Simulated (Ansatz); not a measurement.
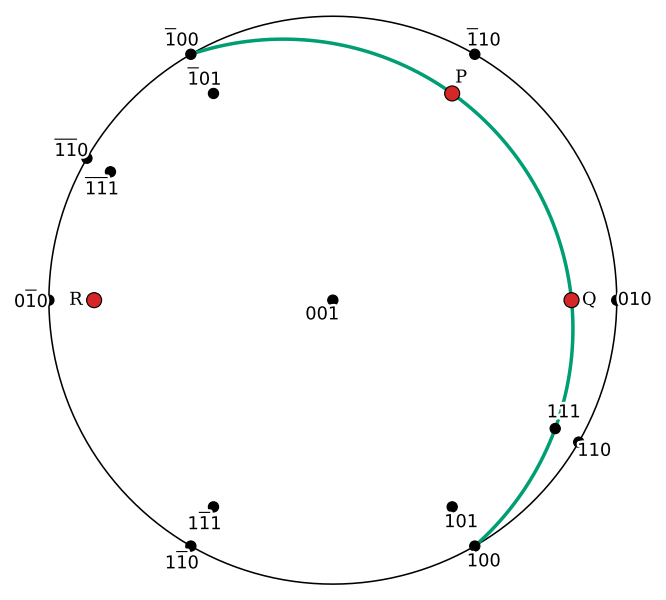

For GaP, the input geometry of an electronic-structure calculation (not necessarily at equilibrium): stereographic projection of plane normals (upper hemisphere) centred on (0 0 1). All values are computed from the atomic coordinates in the standard setting (tolerance 0.002 Å).

a = 3.886 Å, b = 3.886 Å, c = 19.292 Å, α = 90.00°, β = 90.00°, γ = 120.00°.

> Index the poles marked P, Q, R.

P is (−1 1 1), in four indices (−1 1 0 1), 80.1° from the centre; Q is (0 1 1), in four indices (0 1 −1 1), 80.1° from the centre; R is (0 −1 1), in four indices (0 −1 1 1), 80.1° from the centre.

> Which zone does the coloured great circle trace?

The zone [0 1 −1]: its poles satisfy k − l = 0.

> What is the angle between the normals of (1 −1 0) and (−1 −1 1), and what are their d_hkl = 1/|g|?

90.0°; d = 3.365 Å and 1.933 Å.
